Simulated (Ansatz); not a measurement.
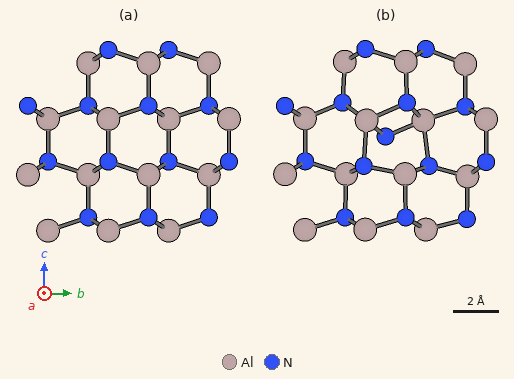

Left: perfect AlN. Right: the same region with one point defect, after relaxing the atoms in a supercell of 72 sites. The picture is a ball-and-stick view of the atoms within 5.4 Å of one point, in a slice 3.4 Å thick across the line of sight, seen along the a axis.

Level of theory: DFT PBE, scalar-relativistic, plane waves, PAW (Ansatz). Settings: plane-wave cutoff 420 eV; k-point mesh 1 × 1 × 1; occupations gaussian; smearing width 0.01 eV; collinear spin. The cell is small and the k-mesh coarse, so the numbers are rough. A uniform background neutralises the charged cell. The axes drawn are those of the host's conventional cell.

**What kind of defect was made?**

An extra nitrogen atom is put between the host's atoms (an interstitial).

The charge state of the cell is −2.

**How does the lattice respond?**

The N atom starts with 3 N at 2.00 Å, 6 Al at 2.09 to 2.32 Å around its place and ends with 3 Al at 1.85 Å. Of the host's atoms, a nitrogen atom moves furthest from its site, by 0.24 Å. The N atom itself moves 0.15 Å from where it was put. The cell's net moment is 1.00 μB.
